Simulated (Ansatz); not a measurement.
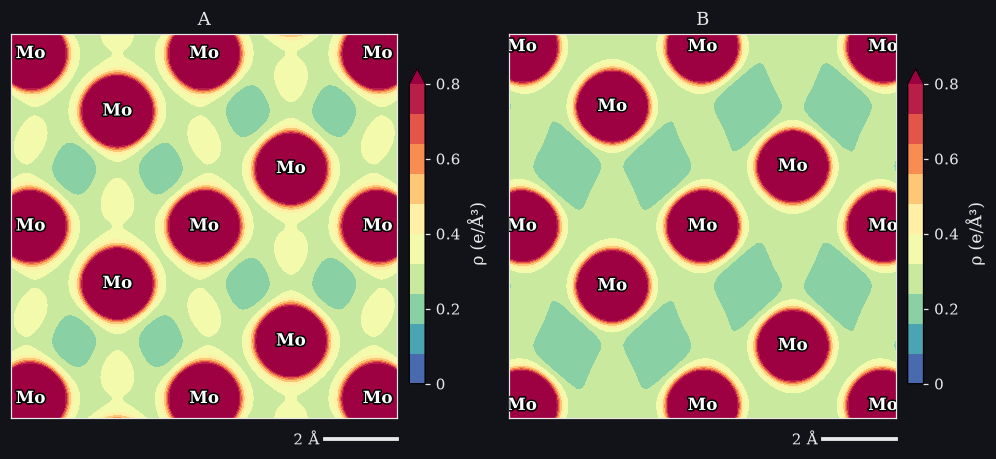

Mo. The valence electron density of two cells that differ in size, on the (110) plane of each (indices in the axes of the calculation cell), at one length scale and on one colour scale: B has 17.5 Å³ an atom and A 15.6.

Level of theory: DFT, revPBE, plane waves (420 eV) with PAW, scalar-relativistic (Ansatz 0.2.0).

The larger cell:

```yaml
crystal:
  lattice:
    - [2.85432, 0.00000, 0.00000]
    - [-1.42716, 2.47191, 0.00000]
    - [0.00000, 0.00000, 9.94855]
  atoms:
    - { symbol: Mo, position: [0.00000, 0.00000, 0.00000] }
    - { symbol: Mo, position: [0.00000, 0.00000, 0.50000] }
    - { symbol: Mo, position: [0.33333, 0.66667, 0.25000] }
    - { symbol: Mo, position: [0.66667, 0.33333, 0.75000] }
```

The smaller cell: a = 2.744 Å, b = 2.744 Å, c = 9.566 Å, α = 90.00°, β = 90.00°, γ = 120.00°.

Q: What does the compression do to the bonding and the properties?

A: From the larger cell to the smaller, Mo–Mo goes from 2.98 to 2.87 Å, and the density at its midpoint from 0.26 to 0.3 e/Å³; the pressure goes from −15 to 10 GPa.
